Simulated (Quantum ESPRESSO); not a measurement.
## Band-structure run of Ti$_{2}$C

System: Ti$_{2}$C (R-3m, 3 atoms in the cell).
Method: Kohn-Sham DFT of a periodic cell, LDA, GBRV 1.5 LDA, no spin polarisation (Quantum ESPRESSO 7.5).

The structure derives from a Materials Project entry.

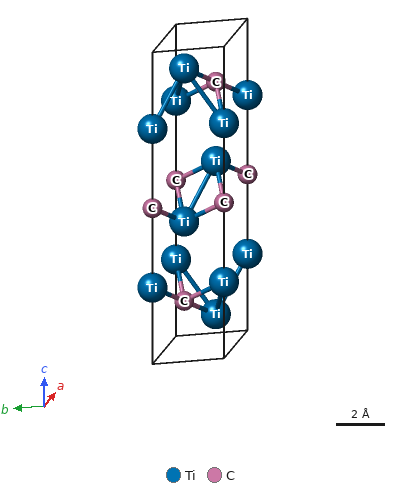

*The structure (ball-and-stick view of the cell 3 times as large as that of the calculation, set on its symmetry axes, seen at an oblique angle). An atom can appear more than once, as a periodic image.*

Results in brief:

```json
{"quantity": "outcome", "value": "converged"}
{"quantity": "space group (tolerance 0.01 Å)", "value": "R-3m (166)"}
{"quantity": "electrons treated", "value": "28"}
{"quantity": "free energy", "value": "−3403.6183 eV"}
{"quantity": "Fermi energy", "value": "12.987 eV"}
{"quantity": "gap on the k-point mesh", "value": "none (metallic)"}
{"quantity": "pressure", "value": "−9.10 GPa"}
{"quantity": "largest force (length of the vector)", "value": "0.354 eV/Å"}
{"quantity": "hardware", "value": "2 threads of Intel Xeon (Granite Rapids), 32 GiB of memory available, shared host"}
{"quantity": "wall time", "value": "71 s (CPU time 2.4 min)"}
{"quantity": "peak memory", "value": "0.28 GiB"}
```

Notes on the run: negative rho. The cell is under a tension of 9.1 GPa at this level, so it is not at its equilibrium volume.

The input:
```
&CONTROL
  calculation = 'scf'
  prefix = 'pwscf'
  outdir = './tmp'
  pseudo_dir = './pseudo'
  tprnfor = .true.
  tstress = .true.
  disk_io = 'low'
/
&SYSTEM
  ibrav = 0
  celldm(1) = 8
  nat = 3
  ntyp = 2
  ecutwfc = 45
  ecutrho = 360
  nbnd = 21
  occupations = 'smearing'
  smearing = 'fd'
  degauss = 0.00367493
/
&ELECTRONS
  conv_thr = 6d-10
  electron_maxstep = 120
  mixing_beta = 0.5
/
ATOMIC_SPECIES
Ti    47.8670 ti_lda_v1.4.uspp.F.UPF
C     12.0110 c_lda_v1.2.uspp.F.UPF
CELL_PARAMETERS alat
  0.3639372003499   0.2101192405806   1.1370883310493
 -0.3639372003499   0.2101192405806   1.1370883310493
  0.0000000000000  -0.4202384811848   1.1370883310493
ATOMIC_POSITIONS crystal
Ti     0.7545021700    0.7545021700    0.7545021700
Ti     0.2454978300    0.2454978300    0.2454978300
C      0.5000000000    0.5000000000    0.5000000000
K_POINTS automatic
10 10 10 0 0 0
```

File bands.in:
```
&CONTROL
  calculation = 'bands'
  prefix = 'pwscf'
  outdir = './tmp'
  pseudo_dir = './pseudo'
  disk_io = 'low'
  verbosity = 'high'
/
&SYSTEM
  ibrav = 0
  celldm(1) = 8
  nat = 3
  ntyp = 2
  ecutwfc = 45
  ecutrho = 360
  nbnd = 21
  occupations = 'smearing'
  smearing = 'fd'
  degauss = 0.00367493
/
&ELECTRONS
  conv_thr = 1d-08
  electron_maxstep = 120
  mixing_beta = 0.5
  diago_full_acc = .true.
  startingwfc = 'random'
/
ATOMIC_SPECIES
Ti    47.8670 ti_lda_v1.4.uspp.F.UPF
C     12.0110 c_lda_v1.2.uspp.F.UPF
CELL_PARAMETERS alat
  0.3639372003499   0.2101192405806   1.1370883310493
 -0.3639372003499   0.2101192405806   1.1370883310493
  0.0000000000000  -0.4202384811848   1.1370883310493
ATOMIC_POSITIONS crystal
Ti     0.7545021700    0.7545021700    0.7545021700
Ti     0.2454978300    0.2454978300    0.2454978300
C      0.5000000000    0.5000000000    0.5000000000
K_POINTS crystal
60
 0.0000000000  0.0000000000  0.0000000000 1
 0.0625000000  0.0000000000  0.0000000000 1
 0.1250000000  0.0000000000  0.0000000000 1
 0.1875000000  0.0000000000  0.0000000000 1
 0.2500000000  0.0000000000  0.0000000000 1
 0.3125000000  0.0000000000  0.0000000000 1
 0.3750000000  0.0000000000  0.0000000000 1
 0.4375000000  0.0000000000  0.0000000000 1
 0.5000000000  0.0000000000  0.0000000000 1
 0.5000000000  0.0378861690 -0.0378861690 1
 0.5000000000  0.0757723380 -0.0757723380 1
 0.5000000000  0.1136585070 -0.1136585070 1
 0.5000000000  0.1515446761 -0.1515446761 1
 0.5000000000  0.1894308451 -0.1894308451 1
 0.8105691549  0.5000000000  0.1894308451 1
 0.7760614711  0.5000000000  0.2239385289 1
 0.7415537872  0.5000000000  0.2584462128 1
 0.7070461033  0.5000000000  0.2929538967 1
 0.6725384194  0.5000000000  0.3274615806 1
 0.6380307355  0.5000000000  0.3619692645 1
 0.6035230516  0.5000000000  0.3964769484 1
 0.5690153678  0.5000000000  0.4309846322 1
 0.5345076839  0.5000000000  0.4654923161 1
 0.5000000000  0.5000000000  0.5000000000 1
 0.3750000000  0.3750000000  0.3750000000 1
 0.2500000000  0.2500000000  0.2500000000 1
 0.1250000000  0.1250000000  0.1250000000 1
 0.0000000000  0.0000000000  0.0000000000 1
 0.0313377657  0.0000000000 -0.0313377657 1
 0.0626755314  0.0000000000 -0.0626755314 1
 0.0940132971  0.0000000000 -0.0940132971 1
 0.1253510627  0.0000000000 -0.1253510627 1
 0.1566888284  0.0000000000 -0.1566888284 1
 0.1880265941  0.0000000000 -0.1880265941 1
 0.2193643598  0.0000000000 -0.2193643598 1
 0.2507021255  0.0000000000 -0.2507021255 1
 0.2820398912  0.0000000000 -0.2820398912 1
 0.3133776568  0.0000000000 -0.3133776568 1
 0.3447154225  0.0000000000 -0.3447154225 1
 0.6552845775  0.3447154225  0.0000000000 1
 0.6242276620  0.3757723380  0.0000000000 1
 0.5931707465  0.4068292535  0.0000000000 1
 0.5621138310  0.4378861690  0.0000000000 1
 0.5310569155  0.4689430845  0.0000000000 1
 0.5000000000  0.5000000000  0.0000000000 1
 0.6552845775  0.6552845775  0.1894308451 1
 0.6397561197  0.6397561197  0.2204877606 1
 0.6242276620  0.6242276620  0.2515446761 1
 0.6086992042  0.6086992042  0.2826015915 1
 0.5931707465  0.5931707465  0.3136585070 1
 0.5776422887  0.5776422887  0.3447154225 1
 0.5621138310  0.5621138310  0.3757723380 1
 0.5465853732  0.5465853732  0.4068292535 1
 0.5310569155  0.5310569155  0.4378861690 1
 0.5155284577  0.5155284577  0.4689430845 1
 0.5000000000  0.5000000000  0.5000000000 1
 0.5000000000  0.0000000000  0.0000000000 1
 0.6035230516  0.1149051408  0.1149051408 1
 0.7070461033  0.2298102817  0.2298102817 1
 0.8105691549  0.3447154225  0.3447154225 1
```

Launch command:
```bash
OMP_NUM_THREADS=1 mpirun -n 2 pw.x -nk 2 -in pw.in > pw.out
OMP_NUM_THREADS=1 mpirun -n 2 pw.x -nk 2 -in bands.in > bands.out
```

Output:
```
This program is part of the open-source Quantum ESPRESSO suite
     for quantum simulation of materials; please cite
         "P. Giannozzi et al., J. Phys.:Condens. Matter 21 395502 (2009);
         "P. Giannozzi et al., J. Phys.:Condens. Matter 29 465901 (2017);
         "P. Giannozzi et al., J. Chem. Phys. 152 154105 (2020);
          URL
     in publications or presentations arising from this work. More details at

     Message from routine setup:
     using ibrav=0 with symmetry is DISCOURAGED, use correct ibrav instead

     K-points division:     npool     =       2
     Subspace diagonalization in iterative solution of the eigenvalue problem:
     a serial algorithm will be used

     G-vector sticks info
     --------------------
     sticks:   dense  smooth     PW     G-vecs:    dense   smooth      PW
     Sum        1547     775    261                30889    10959    2153

     Using Slab Decomposition

     bravais-lattice index     =            0
     lattice parameter (alat)  =       8.0000  a.u.
     unit-cell volume          =     267.1208 (a.u.)^3
     number of atoms/cell      =            3
     number of atomic types    =            2
     number of electrons       =        28.00
     number of Kohn-Sham states=           21
     kinetic-energy cutoff     =      45.0000  Ry
     charge density cutoff     =     360.0000  Ry
     scf convergence threshold =      6.0E-10
     mixing beta               =       0.5000
     number of iterations used =            8  plain     mixing
     Exchange-correlation= SLA  PZ   NOGX NOGC
                           (   1   1   0   0   0   0   0)

     celldm(1)=   8.000000  celldm(2)=   0.000000  celldm(3)=   0.000000
     celldm(4)=   0.000000  celldm(5)=   0.000000  celldm(6)=   0.000000

     crystal axes: (cart. coord. in units of alat)
               a(1) = (   0.363937   0.210119   1.137088 )
               a(2) = (  -0.363937   0.210119   1.137088 )
               a(3) = (   0.000000  -0.420238   1.137088 )

     reciprocal axes: (cart. coord. in units 2 pi/alat)
               b(1) = (  1.373863  0.793200  0.293146 )
               b(2) = ( -1.373863  0.793200  0.293146 )
               b(3) = (  0.000000 -1.586401  0.293146 )

     PseudoPot. # 1 for Ti read from file:
     ti_lda_v1.4.uspp.F.UPF
     Pseudo is Ultrasoft + core correction, Zval = 12.0
     Generated by new atomic code, or converted to UPF format
     Using radial grid of  851 points,  6 beta functions with:
                l(1) =   0
                l(2) =   0
                l(3) =   1
                l(4) =   1
                l(5) =   2
                l(6) =   2
     Q(r) pseudized with  6 coefficients,  rinner =    1.000   1.000   1.000
                                                       1.000   1.000

     PseudoPot. # 2 for C  read from file:
     c_lda_v1.2.uspp.F.UPF
     Pseudo is Ultrasoft + core correction, Zval =  4.0
     Generated by new atomic code, or converted to UPF format
     Using radial grid of  721 points,  4 beta functions with:
                l(1) =   0
                l(2) =   0
                l(3) =   1
                l(4) =   1
     Q(r) pseudized with  8 coefficients,  rinner =    1.100   1.100   1.100

     atomic species   valence    mass     pseudopotential
     Ti               12.00    47.86700     Ti( 1.00)
     C                 4.00    12.01100     C ( 1.00)

     12 Sym. Ops., with inversion, found

   Cartesian axes

     site n.     atom                  positions (alat units)
         1        Ti     tau(   1) = (  -0.0000000  -0.0000000   2.5738068  )
         2        Ti     tau(   2) = (  -0.0000000  -0.0000000   0.8374582  )
         3        C      tau(   3) = (   0.0000000  -0.0000000   1.7056325  )

     number of k points=   116  Fermi-Dirac smearing, width (Ry)=  0.0037

     Number of k-points >= 100: set verbosity='high' to print them.

     Dense  grid:    30889 G-vectors     FFT dimensions: (  60,  60,  60)

     Smooth grid:    10959 G-vectors     FFT dimensions: (  45,  45,  45)

     Check: negative core charge=   -0.000015

     Initial potential from superposition of free atoms

     starting charge      25.9999, renormalised to      28.0000

     negative rho (up, down):  1.666E-03 0.000E+00
     Starting wfcs are   24 randomized atomic wfcs

     Self-consistent Calculation

     iteration #  1     ecut=    45.00 Ry     beta= 0.50
     Davidson diagonalization with overlap
     ethr =  1.00E-02,  avg # of iterations =  3.0

     negative rho (up, down):  2.007E-03 0.000E+00

     total energy              =    -249.52513427 Ry
     estimated scf accuracy    <       1.68831570 Ry

     iteration #  2     ecut=    45.00 Ry     beta= 0.50
     Davidson diagonalization with overlap
     ethr =  6.03E-03,  avg # of iterations =  3.6

     negative rho (up, down):  1.425E-03 0.000E+00

     total energy              =    -249.87767840 Ry
     estimated scf accuracy    <       1.42076195 Ry

     iteration #  3     ecut=    45.00 Ry     beta= 0.50
     Davidson diagonalization with overlap
     ethr =  5.07E-03,  avg # of iterations =  2.9

     negative rho (up, down):  1.230E-03 0.000E+00

     total energy              =    -250.15590823 Ry
     estimated scf accuracy    <       0.03090643 Ry

     iteration #  4     ecut=    45.00 Ry     beta= 0.50
     Davidson diagonalization with overlap
     ethr =  1.10E-04,  avg # of iterations =  2.6

     negative rho (up, down):  1.056E-03 0.000E+00

     total energy              =    -250.15978964 Ry
     estimated scf accuracy    <       0.00566762 Ry

     iteration #  5     ecut=    45.00 Ry     beta= 0.50
     Davidson diagonalization with overlap
     ethr =  2.02E-05,  avg # of iterations =  3.9

     negative rho (up, down):  9.749E-04 0.000E+00

     total energy              =    -250.16106935 Ry
     estimated scf accuracy    <       0.00089747 Ry

     iteration #  6     ecut=    45.00 Ry     beta= 0.50
     Davidson diagonalization with overlap
     ethr =  3.21E-06,  avg # of iterations =  4.2

     negative rho (up, down):  9.598E-04 0.000E+00

     total energy              =    -250.16129105 Ry
     estimated scf accuracy    <       0.00020640 Ry

     iteration #  7     ecut=    45.00 Ry     beta= 0.50
     Davidson diagonalization with overlap
     ethr =  7.37E-07,  avg # of iterations =  3.1

     negative rho (up, down):  9.516E-04 0.000E+00

     total energy              =    -250.16133168 Ry
     estimated scf accuracy    <       0.00000292 Ry

     iteration #  8     ecut=    45.00 Ry     beta= 0.50
     Davidson diagonalization with overlap
     ethr =  1.04E-08,  avg # of iterations =  2.7

     negative rho (up, down):  9.514E-04 0.000E+00

     total energy              =    -250.16133194 Ry
     estimated scf accuracy    <       0.00000150 Ry

     iteration #  9     ecut=    45.00 Ry     beta= 0.50
     Davidson diagonalization with overlap
     ethr =  5.36E-09,  avg # of iterations =  2.5

     negative rho (up, down):  9.514E-04 0.000E+00

     total energy              =    -250.16133184 Ry
     estimated scf accuracy    <       0.00000008 Ry

     iteration # 10     ecut=    45.00 Ry     beta= 0.50
     Davidson diagonalization with overlap
     ethr =  2.86E-10,  avg # of iterations =  4.0

     negative rho (up, down):  9.513E-04 0.000E+00

     total energy              =    -250.16133187 Ry
     estimated scf accuracy    <          9.1E-09 Ry

     iteration # 11     ecut=    45.00 Ry     beta= 0.50
     Davidson diagonalization with overlap
     ethr =  3.27E-11,  avg # of iterations =  2.0

     negative rho (up, down):  9.513E-04 0.000E+00

     total energy              =    -250.16133187 Ry
     estimated scf accuracy    <          3.2E-09 Ry

     iteration # 12     ecut=    45.00 Ry     beta= 0.50
     Davidson diagonalization with overlap
     ethr =  1.14E-11,  avg # of iterations =  2.6

     negative rho (up, down):  9.513E-04 0.000E+00

     End of self-consistent calculation

     Number of k-points >= 100: set verbosity='high' to print the bands.

     the Fermi energy is    12.9871 ev

!    total energy              =    -250.16133187 Ry
     estimated scf accuracy    <          3.0E-10 Ry
     smearing contrib. (-TS)   =      -0.00126231 Ry
     internal energy E=F+TS    =    -250.16006956 Ry

     The total energy is F=E-TS. E is the sum of the following terms:
     one-electron contribution =     -83.69210668 Ry
     hartree contribution      =      52.70314834 Ry
     xc contribution           =     -39.34634467 Ry
     ewald contribution        =    -179.82476655 Ry

     convergence has been achieved in  12 iterations

     negative rho (up, down):  9.513E-04 0.000E+00

     Forces acting on atoms (cartesian axes, Ry/au):

     atom    1 type  1   force =    -0.00000000   -0.00000000    0.01375712
     atom    2 type  1   force =     0.00000000    0.00000000   -0.01375712
     atom    3 type  2   force =     0.00000000    0.00000000    0.00000000

     Total force =     0.019456     Total SCF correction =     0.000012

     Computing stress (Cartesian axis) and pressure

     negative rho (up, down):  9.513E-04 0.000E+00
          total   stress  (Ry/bohr**3)                   (kbar)     P=      -90.97
  -0.00063610   0.00000000   0.00000000          -93.57        0.00        0.00
  -0.00000000  -0.00063610  -0.00000000           -0.00      -93.57       -0.00
   0.00000000  -0.00000000  -0.00058299            0.00       -0.00      -85.76

=------------------------------------------------------------------------------=
   JOB DONE.
=------------------------------------------------------------------------------=
```

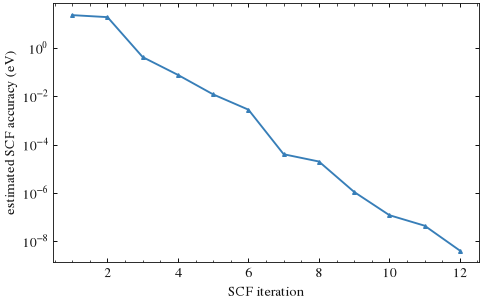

*Convergence of the self-consistent field: estimated SCF accuracy against the iteration.*

The field takes 12 iterations in all.

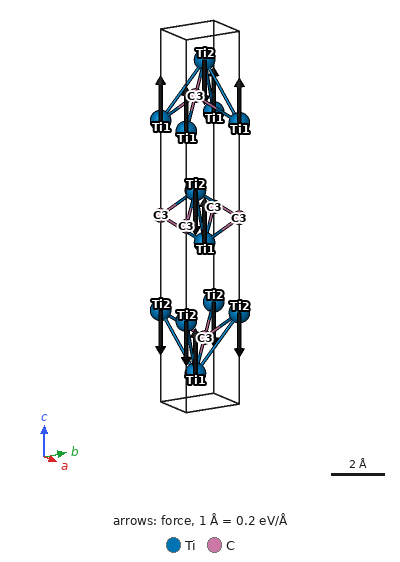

*Forces on the atoms as black arrows (ball-and-stick view of the cell 3 times as large as that of the calculation, set on its symmetry axes, seen slightly off an axis; atoms are numbered from 1 in the order of the input).*

The largest act on Ti1, Ti2 (0.35 eV/Å). The geometry is not a stationary point of this energy.
